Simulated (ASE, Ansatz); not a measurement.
# random cubic perovskite alloy of BaHfO3 and BaTiO3 (135 atoms), part 2 of 2

So far: .

The surroundings of O78, whose charge lies farthest from its element's mean, nearest first, numbered as they follow in the input and with coordinates relative to it.

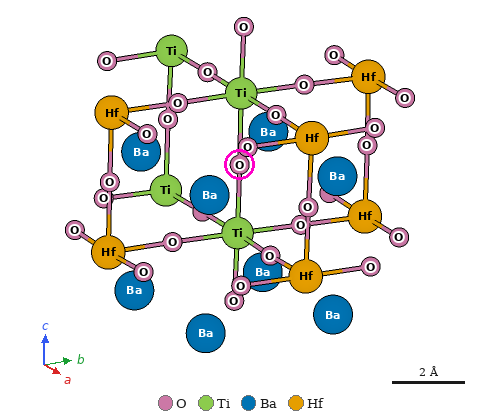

The atoms of the table, within 5.1 Å (arrows a, b, c point along x, y, z); some may hide others; the central atom is ringed.

| atom | x | y | z | distance (Å) | bonds | Löwdin charge (e) | Fx | Fy | Fz (eV/Å) |
| --- | --- | --- | --- | --- | --- | --- | --- | --- | --- |
| O78 | 0.00 | 0.00 | 0.00 | 0.00 | 6 | -0.93 | -0.03 | 0.13 | -0.37 |
| Ti87 | -0.03 | 0.02 | -2.04 | 2.04 | 6 | 1.29 | -0.28 | -0.51 | 0.59 |
| Ti77 | -0.03 | -0.02 | 2.12 | 2.12 | 6 | 1.28 | -0.08 | -0.36 | -0.05 |
| Ba91 | 2.03 | 2.03 | 0.02 | 2.87 | 12 | 1.81 | -0.19 | -0.13 | 0.12 |
| Ba121 | 2.02 | -2.07 | 0.00 | 2.90 | 12 | 1.80 | -0.33 | 0.04 | 0.08 |
| O90 | -0.03 | -2.06 | -2.04 | 2.90 | 6 | -0.90 | 0.04 | 1.82 | -0.10 |
| Ba46 | -2.06 | 2.04 | 0.07 | 2.90 | 12 | 1.79 | -0.14 | -0.42 | -0.26 |
| O134 | 2.04 | -0.05 | -2.06 | 2.90 | 6 | -0.88 | -1.93 | 0.31 | -0.06 |
| Ba76 | -2.08 | -2.03 | 0.01 | 2.90 | 12 | 1.79 | -0.06 | 0.15 | 0.19 |
| O89 | -2.07 | 0.01 | -2.04 | 2.91 | 6 | -0.90 | -0.10 | 0.03 | 0.04 |
| O50 | 0.00 | 2.00 | 2.11 | 2.91 | 6 | -0.88 | -0.03 | -0.95 | -0.19 |
| O80 | -0.03 | -2.04 | 2.09 | 2.92 | 6 | -0.89 | 0.03 | 1.32 | -0.11 |
| O60 | -0.04 | 2.06 | -2.07 | 2.92 | 6 | -0.87 | 0.22 | -2.08 | 0.17 |
| O124 | 2.02 | -0.01 | 2.11 | 2.92 | 6 | -0.89 | -1.31 | -0.04 | -0.12 |
| O79 | -2.05 | 0.01 | 2.11 | 2.94 | 6 | -0.92 | -0.30 | 0.05 | -0.11 |
| O88 | -0.03 | 0.00 | -4.05 | 4.05 | 6 | -0.88 | 0.14 | 0.10 | 0.56 |
| O123 | 4.06 | -0.01 | 0.00 | 4.06 | 6 | -0.87 | 0.05 | -0.01 | 0.28 |
| O83 | -0.01 | -0.01 | 4.10 | 4.10 | 6 | -0.86 | 0.10 | 0.08 | -0.33 |
| O48 | -0.04 | 4.12 | 0.02 | 4.12 | 6 | -0.88 | 0.09 | -0.21 | -0.09 |
| O63 | -0.02 | -4.16 | 0.03 | 4.16 | 6 | -0.88 | -0.11 | 0.17 | -0.33 |
| O33 | -4.17 | -0.03 | 0.05 | 4.17 | 6 | -0.91 | 0.10 | 0.12 | 0.04 |
| Hf132 | 4.06 | -0.02 | -2.05 | 4.55 | 6 | 1.14 | 0.51 | 0.12 | 0.15 |
| Hf47 | -0.03 | 4.06 | 2.07 | 4.56 | 6 | 1.16 | 0.23 | 0.45 | 0.05 |
| Hf122 | 4.09 | 0.01 | 2.07 | 4.58 | 6 | 1.15 | -0.51 | -0.42 | 0.24 |
| Hf57 | 0.00 | 4.09 | -2.08 | 4.59 | 6 | 1.16 | -0.82 | 0.58 | 0.99 |
| Hf72 | -0.04 | -4.12 | -2.07 | 4.61 | 6 | 1.14 | -0.28 | 0.31 | 0.64 |
| Ti42 | -4.14 | -0.03 | -2.05 | 4.62 | 6 | 1.29 | -0.19 | 0.01 | -0.36 |
| Hf62 | -0.07 | -4.15 | 2.08 | 4.64 | 6 | 1.14 | 0.69 | 0.46 | -0.36 |
| Ti32 | -4.18 | 0.01 | 2.08 | 4.67 | 6 | 1.29 | 0.04 | 0.04 | -0.18 |
| O119 | 2.00 | -4.10 | -2.02 | 4.99 | 6 | -0.88 | 2.42 | -0.07 | -0.26 |
| O105 | 4.09 | 2.04 | -2.02 | 5.00 | 6 | -0.87 | -0.18 | -0.48 | -0.09 |
| Ba101 | 2.01 | 2.05 | -4.09 | 5.00 | 12 | 1.81 | 0.28 | 0.07 | 0.08 |
| O104 | 2.03 | 4.08 | -2.06 | 5.01 | 6 | -0.87 | -0.28 | 0.05 | 0.00 |
| O95 | 4.07 | 2.04 | 2.09 | 5.01 | 6 | -0.86 | 0.10 | 0.44 | -0.09 |
| Ba131 | 2.02 | -2.04 | -4.11 | 5.01 | 12 | 1.80 | -0.31 | -0.27 | 0.34 |
| O74 | -2.07 | -4.08 | -2.05 | 5.01 | 6 | -0.88 | -0.50 | -0.12 | -0.01 |
| O135 | 4.07 | -2.09 | -2.05 | 5.02 | 6 | -0.88 | 0.22 | -1.63 | -0.06 |
| O59 | -2.09 | 4.09 | -2.03 | 5.02 | 6 | -0.88 | -0.03 | 0.03 | 0.01 |
| Ba56 | -2.08 | 2.03 | -4.11 | 5.03 | 12 | 1.80 | -0.43 | 0.03 | 0.30 |
| O45 | -4.14 | -2.03 | -2.02 | 5.03 | 6 | -0.87 | -0.08 | 1.28 | -0.04 |
| O49 | -2.09 | 4.10 | 2.06 | 5.04 | 6 | -0.88 | 0.14 | -0.15 | 0.05 |
| O94 | 2.04 | 4.12 | 2.08 | 5.04 | 6 | -0.87 | 0.03 | -0.06 | 0.09 |
| O109 | 2.01 | -4.14 | 2.08 | 5.05 | 6 | -0.88 | 0.35 | 0.16 | -0.02 |
| O125 | 4.11 | -2.06 | 2.08 | 5.05 | 6 | -0.88 | -0.05 | 0.19 | -0.04 |
| Ba86 | -2.08 | -2.09 | -4.11 | 5.06 | 12 | 1.80 | 0.06 | 0.21 | 0.18 |
| O35 | -4.12 | -2.08 | 2.07 | 5.06 | 6 | -0.90 | -0.06 | -0.01 | 0.14 |

The column of bonds counts only the pairs O-Ba within 3.33 Å, O-Hf within 2.52 Å, O-Ti within 2.52 Å; other neighbours, such as metal atoms beside each other in a compound, aren't counted, and periodic images can show an atom twice.

The surroundings of Hf72, picked at random, nearest first, numbered as they follow in the input and with coordinates relative to it.

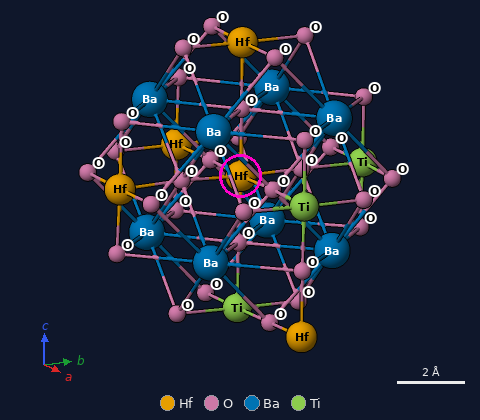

The atoms of the table, within 5.8 Å (arrows a, b, c point along x, y, z); some may hide others; the central atom is ringed.

| atom | x | y | z | distance (Å) | bonds | Löwdin charge (e) | Fx | Fy | Fz (eV/Å) |
| --- | --- | --- | --- | --- | --- | --- | --- | --- | --- |
| Hf72 | 0.00 | 0.00 | 0.00 | 0.00 | 6 | 1.14 | -0.28 | 0.31 | 0.64 |
| O75 | 0.02 | -2.03 | 0.07 | 2.03 | 6 | -0.88 | 0.01 | -0.87 | -0.33 |
| O74 | -2.04 | 0.04 | 0.02 | 2.04 | 6 | -0.88 | -0.50 | -0.12 | -0.01 |
| O119 | 2.04 | 0.01 | 0.05 | 2.04 | 6 | -0.88 | 2.42 | -0.07 | -0.26 |
| O90 | 0.01 | 2.06 | 0.03 | 2.06 | 6 | -0.90 | 0.04 | 1.82 | -0.10 |
| O73 | 0.00 | -0.02 | -2.06 | 2.06 | 6 | -0.88 | 0.08 | 0.01 | -1.60 |
| O63 | 0.02 | -0.04 | 2.10 | 2.10 | 6 | -0.88 | -0.11 | 0.17 | -0.33 |
| Ba86 | -2.05 | 2.03 | -2.04 | 3.53 | 12 | 1.80 | 0.06 | 0.21 | 0.18 |
| Ba116 | 2.05 | -2.05 | -2.02 | 3.53 | 12 | 1.80 | 0.15 | 0.01 | -0.01 |
| Ba106 | 2.04 | -2.04 | 2.05 | 3.54 | 12 | 1.81 | 0.26 | 0.04 | 0.26 |
| Ba71 | -2.07 | -2.06 | -2.03 | 3.55 | 12 | 1.81 | -0.10 | -0.16 | -0.10 |
| Ba131 | 2.06 | 2.08 | -2.04 | 3.56 | 12 | 1.80 | -0.31 | -0.27 | 0.34 |
| Ba121 | 2.06 | 2.05 | 2.08 | 3.57 | 12 | 1.80 | -0.33 | 0.04 | 0.08 |
| Ba76 | -2.04 | 2.09 | 2.08 | 3.58 | 12 | 1.79 | -0.06 | 0.15 | 0.19 |
| Ba61 | -2.05 | -2.07 | 2.11 | 3.60 | 12 | 1.81 | -0.07 | 0.09 | -0.10 |
| Ti67 | 0.01 | -0.03 | -4.09 | 4.09 | 6 | 1.30 | -0.19 | 0.07 | -0.17 |
| Ti117 | 4.11 | 0.00 | 0.01 | 4.11 | 6 | 1.30 | -0.29 | -0.17 | 0.74 |
| Hf57 | 0.04 | -4.13 | -0.01 | 4.13 | 6 | 1.16 | -0.82 | 0.58 | 0.99 |
| Hf27 | -4.13 | -0.02 | 0.02 | 4.13 | 6 | 1.15 | 0.94 | -0.07 | 0.51 |
| Ti87 | 0.01 | 4.14 | 0.03 | 4.14 | 6 | 1.29 | -0.28 | -0.51 | 0.59 |
| Hf62 | -0.03 | -0.03 | 4.15 | 4.15 | 6 | 1.14 | 0.69 | 0.46 | -0.36 |
| O28 | -4.08 | -0.02 | -2.01 | 4.55 | 6 | -0.87 | -0.03 | 0.15 | -0.58 |
| O85 | 0.04 | 2.04 | -4.07 | 4.56 | 6 | -0.89 | -0.03 | -1.07 | 0.01 |
| O114 | 2.05 | 0.00 | -4.07 | 4.56 | 6 | -0.88 | -1.35 | -0.18 | 0.03 |
| O134 | 2.08 | 4.06 | 0.01 | 4.56 | 6 | -0.88 | -1.93 | 0.31 | -0.06 |
| O88 | 0.00 | 4.11 | -1.98 | 4.57 | 6 | -0.88 | 0.14 | 0.10 | 0.56 |
| O70 | -0.01 | -2.06 | -4.08 | 4.57 | 6 | -0.88 | 0.16 | 1.70 | 0.02 |
| O118 | 4.12 | -0.02 | -1.99 | 4.58 | 6 | -0.87 | -0.03 | 0.00 | 1.32 |
| O69 | -2.04 | -0.02 | -4.10 | 4.58 | 6 | -0.89 | 1.48 | 0.02 | 0.03 |
| O135 | 4.11 | 2.02 | 0.02 | 4.58 | 6 | -0.88 | 0.22 | -1.63 | -0.06 |
| O89 | -2.03 | 4.12 | 0.03 | 4.60 | 6 | -0.90 | -0.10 | 0.03 | 0.04 |
| O45 | -4.10 | 2.09 | 0.05 | 4.60 | 6 | -0.87 | -0.08 | 1.28 | -0.04 |
| O48 | 0.00 | -4.11 | 2.09 | 4.61 | 6 | -0.88 | 0.09 | -0.21 | -0.09 |
| O78 | 0.04 | 4.12 | 2.07 | 4.61 | 6 | -0.93 | -0.03 | 0.13 | -0.37 |
| O59 | -2.05 | -4.13 | 0.04 | 4.61 | 6 | -0.88 | -0.03 | 0.03 | 0.01 |
| O108 | 4.12 | -0.04 | 2.07 | 4.61 | 6 | -0.89 | 0.03 | 0.25 | -1.89 |
| O18 | -4.11 | -0.01 | 2.11 | 4.62 | 6 | -0.89 | 0.19 | -0.07 | 1.22 |
| O58 | -0.01 | -4.16 | -2.01 | 4.62 | 6 | -0.86 | 0.12 | 0.25 | -0.61 |
| O30 | -4.12 | -2.10 | 0.02 | 4.63 | 6 | -0.87 | 0.08 | 0.64 | 0.09 |
| O104 | 2.07 | -4.14 | 0.01 | 4.63 | 6 | -0.87 | -0.28 | 0.05 | 0.00 |
| O120 | 4.13 | -2.08 | 0.05 | 4.63 | 6 | -0.90 | -0.17 | 2.22 | -0.26 |
| O109 | 2.05 | -0.02 | 4.15 | 4.63 | 6 | -0.88 | 0.35 | 0.16 | -0.02 |
| O80 | 0.00 | 2.08 | 4.16 | 4.65 | 6 | -0.89 | 0.03 | 1.32 | -0.11 |
| O64 | -2.05 | -0.01 | 4.18 | 4.65 | 6 | -0.88 | -2.06 | -0.07 | -0.13 |
| O65 | 0.01 | -2.07 | 4.18 | 4.67 | 6 | -0.87 | -0.09 | -0.38 | 0.00 |
| Hf112 | 4.12 | 0.00 | -4.05 | 5.77 | 6 | 1.15 | -0.08 | -0.29 | -0.91 |

The column of bonds counts only the pairs O-Ba within 3.33 Å, O-Hf within 2.52 Å, O-Ti within 2.52 Å; other neighbours, such as metal atoms beside each other in a compound, aren't counted, and periodic images can show an atom twice.

Length of the force by element:

| element | coordination | atoms | mean length of the force (eV/Å) | spread | least | most |
| --- | --- | --- | --- | --- | --- | --- |
| Ba | all | 27 | 0.349 | 0.138 | 0.125 | 0.561 |
| Hf | all | 18 | 0.733 | 0.377 | 0.208 | 1.64 |
| O | all | 81 | 1.07 | 0.705 | 0.0433 | 2.54 |
| Ti | all | 9 | 0.542 | 0.225 | 0.185 | 0.826 |

Löwdin charges by element (they lack the spilled electrons, 0.072 e an atom on average):

| element | coordination | atoms | mean charge (e) | spread | least | most |
| --- | --- | --- | --- | --- | --- | --- |
| Ba | all | 27 | 1.80 | 0.0062 | 1.79 | 1.81 |
| Hf | all | 18 | 1.15 | 0.0111 | 1.14 | 1.18 |
| O | all | 81 | -0.881 | 0.0144 | -0.929 | -0.852 |
| Ti | all | 9 | 1.29 | 0.0043 | 1.28 | 1.30 |

Only the Γ point is sampled, in a cell whose shortest periodic width is 12 Å. The Löwdin charges lack the electrons that the projection spills, 0.072 e an atom on average.

Figure made from data computed with Ansatz.

[Hosts, paths, dates, database ids (printed as entryN), source tags and the programs' standing remarks are cut or masked in the printed files.]
